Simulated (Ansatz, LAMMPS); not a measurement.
**Glassy 68SiO2-14MgO-11ZnO-7BaO (mol %) (75 atoms), the frame at 150 fs of a trajectory (instantaneous temperature 396 K)**

The starting structure: 75 atoms (19 Si, 4 Mg, 3 Zn, 2 Ba, 47 O) placed at random at 2.67 g/cm³, melted at 4000 K for 10 ps at fixed volume with the Morse and Coulomb pair potential with partial charges (Pedone, Malavasi, Menziani, Cormack and Segre, J. Phys. Chem. B 110, 11780 (2006)). Quenched from 4000 K to 300 K at 25 K/ps and fixed volume, held 5 ps, then minimised at fixed cell.

Calculated values (Ansatz 0.2.0, Kohn-Sham DFT, PBE, PAW (set soft_2), plane waves; cutoff 420 eV, Γ point, fixed occupations; density 2.67 g/cm³) for the frame at 150 fs of a trajectory (instantaneous temperature 396 K).

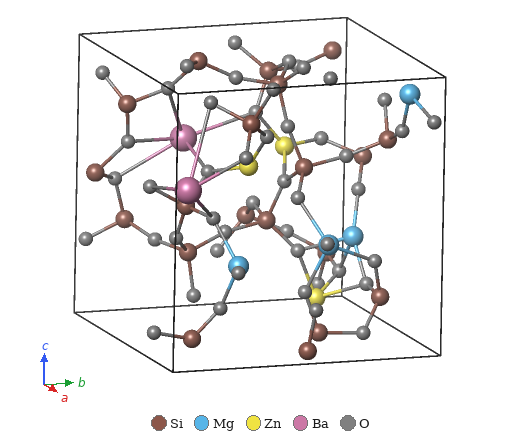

The structure (silicon brown, magnesium blue, zinc yellow, barium pink, oxygen grey). Bonds to atoms that aren't drawn are left out. Some periodic images of atoms are drawn too.

Cell vectors (Å):

```
10.485 0.000 0.000
0.000 10.485 0.000
0.000 0.000 10.485
```

Positions (Å):

```
1 Si 5.300 6.927 6.195
2 Si 5.614 2.208 5.092
3 Si 3.638 3.062 2.875
4 Si 6.886 9.417 1.513
5 Si 2.041 10.446 5.716
6 Si 5.670 10.058 7.135
7 Si 0.716 9.674 9.450
8 Si 1.032 9.466 1.922
9 Si 3.232 0.720 8.509
10 Si 4.825 6.038 9.269
11 Si 1.860 6.750 9.104
12 Si 0.731 1.634 3.582
13 Si 9.022 3.441 8.832
14 Si 3.343 6.225 3.822
15 Si 10.168 5.389 0.416
16 Si 4.370 3.055 10.230
17 Si 0.203 6.581 3.327
18 Si 7.167 1.961 0.433
19 Si 7.460 6.818 0.446
20 Mg 8.211 3.347 3.309
21 Mg 4.067 9.362 3.185
22 Mg 8.125 9.973 9.373
23 Mg 7.682 7.068 3.775
24 Zn 6.623 4.258 6.679
25 Zn 3.779 8.055 0.896
26 Zn 1.865 7.435 6.229
27 Ba 8.945 1.042 6.455
28 Ba 1.856 3.460 6.771
29 O 4.600 10.307 8.383
30 O 8.017 4.441 8.073
31 O 2.131 6.178 7.642
32 O 1.657 6.313 4.119
33 O 3.693 3.292 1.237
34 O 9.895 10.290 8.676
35 O 0.444 8.109 2.675
36 O 1.145 8.169 9.022
37 O 7.330 9.014 2.977
38 O 5.659 2.127 10.370
39 O 7.199 2.700 4.928
40 O 7.412 0.373 0.815
41 O 5.300 8.577 6.527
42 O 2.609 9.385 1.574
43 O 7.471 2.937 1.583
44 O 7.323 6.301 1.972
45 O 2.092 0.153 9.476
46 O 5.149 6.318 7.738
47 O 6.068 6.554 10.137
48 O 5.024 3.264 6.189
49 O 8.140 2.167 9.526
50 O 5.691 0.753 5.919
51 O 0.576 0.185 2.888
52 O 9.718 4.023 10.245
53 O 7.183 10.051 7.782
54 O 7.621 8.507 0.365
55 O 3.411 4.579 3.499
56 O 3.466 6.949 9.782
57 O 2.741 0.958 6.974
58 O 9.388 6.382 4.215
59 O 10.074 2.649 3.489
60 O 1.134 5.685 10.071
61 O 3.795 6.732 5.365
62 O 9.023 6.512 10.363
63 O 3.141 9.887 4.729
64 O 1.167 9.127 6.272
65 O 0.137 9.481 0.540
66 O 5.241 9.482 1.644
67 O 10.483 5.568 2.004
68 O 2.166 2.302 3.082
69 O 1.012 1.121 5.204
70 O 4.725 2.174 3.695
71 O 6.530 6.250 5.348
72 O 4.449 4.506 9.536
73 O 3.850 7.287 2.728
74 O 3.383 2.248 9.041
75 O 10.093 2.857 7.814
```

Q: Give the force on every atom.

Columns: atom, fx, fy, fz (forces in eV/Å).

```
1 0.017 1.376 -0.067
2 0.904 0.175 1.773
3 -2.894 0.395 -0.539
4 -1.062 0.951 2.155
5 0.520 -2.084 1.088
6 1.385 0.318 -0.189
7 -1.777 1.297 1.163
8 -1.097 -1.880 -0.145
9 0.517 -0.092 -0.189
10 -0.208 0.582 0.645
11 0.222 -0.433 0.895
12 2.692 -0.994 -0.302
13 -0.915 -0.312 1.793
14 -1.520 -0.814 -0.607
15 0.095 2.409 -0.794
16 -1.723 -1.300 -0.178
17 -0.175 1.414 -1.854
18 1.840 -0.082 -1.263
19 2.477 -0.021 2.545
20 0.510 -0.586 -0.584
21 -0.323 -0.042 -0.455
22 0.595 0.002 1.508
23 -0.768 0.841 -1.001
24 0.842 0.099 0.458
25 0.629 0.491 0.171
26 0.147 0.060 -0.290
27 -0.028 -0.535 -0.096
28 0.213 0.360 0.314
29 -0.289 0.300 -0.113
30 -1.479 0.307 -1.038
31 -0.190 -0.742 -1.021
32 0.307 -0.103 0.679
33 0.855 -0.567 -0.139
34 1.372 -0.745 0.075
35 0.118 -0.815 0.589
36 0.337 -0.017 -0.219
37 0.877 -0.503 1.298
38 -1.031 0.122 -0.636
39 -0.118 0.080 -0.720
40 0.013 -0.052 -0.733
41 0.183 -0.976 -0.820
42 -0.447 0.559 0.828
43 0.361 1.145 1.921
44 -0.148 -0.006 -0.715
45 -1.229 -1.434 -0.098
46 0.105 -0.451 -1.777
47 -0.291 -0.208 -0.469
48 -0.336 0.774 -0.012
49 -0.628 -0.601 0.364
50 -0.132 -0.937 0.080
51 -0.155 0.487 -0.238
52 -0.265 -1.156 -0.443
53 -1.555 0.081 -1.170
54 -0.661 -0.715 -1.472
55 1.127 0.871 0.492
56 0.318 -0.144 -0.298
57 -1.014 -0.884 -1.155
58 0.802 -0.060 0.572
59 -2.423 1.273 0.665
60 -0.362 0.372 0.464
61 1.109 -0.506 0.176
62 -0.561 -0.816 0.263
63 0.310 0.533 -0.223
64 0.441 1.690 -0.133
65 0.977 0.774 -1.007
66 -0.053 -0.621 -1.534
67 0.358 -0.586 -0.326
68 0.799 0.220 0.337
69 -0.937 1.375 -0.607
70 0.598 -0.080 -0.107
71 -1.185 0.488 0.996
72 0.282 0.055 -0.246
73 0.227 -0.772 0.942
74 1.340 1.636 1.647
75 1.160 -0.237 -0.870
```

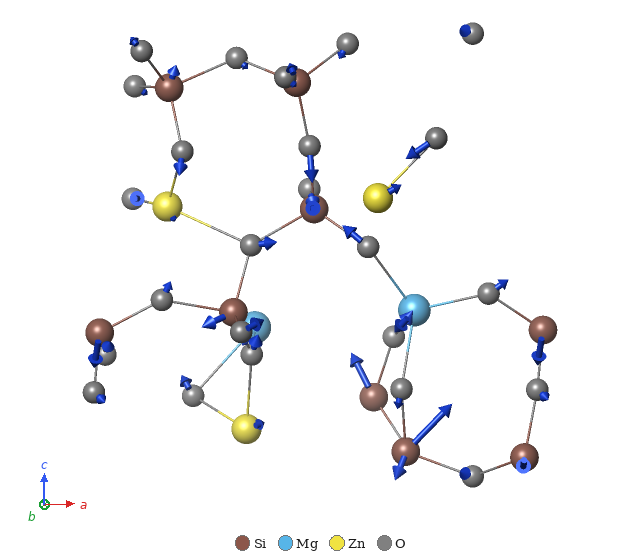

The forces as arrows, the longest 3.55 eV/Å. Drawn is a slice 5 Å thick, seen along the normal of the ac plane. Bonds to atoms that aren't drawn are left out.

The quench rate of 25 K/ps is many orders above laboratory rates, so the cell is likely richer in defects and strain than a real sample. The network of bonds at the start is that of the classical potential that made the cell, and needn't be the one that DFT or experiment would give. Only the Γ point is sampled, in a cell whose shortest periodic width is 10 Å.

The r.m.s. force component is 0.916 eV/Å; the longest force, 3.55 eV/Å, acts on Si19. The energy lies 0.5 meV/atom above that of the first step of this run.

[Logs are printed without paths, hosts, clocks, repeated set-up lines and the standing remarks that a program may print on its own settings, such as how far it seeks lower states.]

[Hosts, paths, dates, database ids (printed as entryN), source tags and the programs' standing remarks are cut or masked in the printed files.]
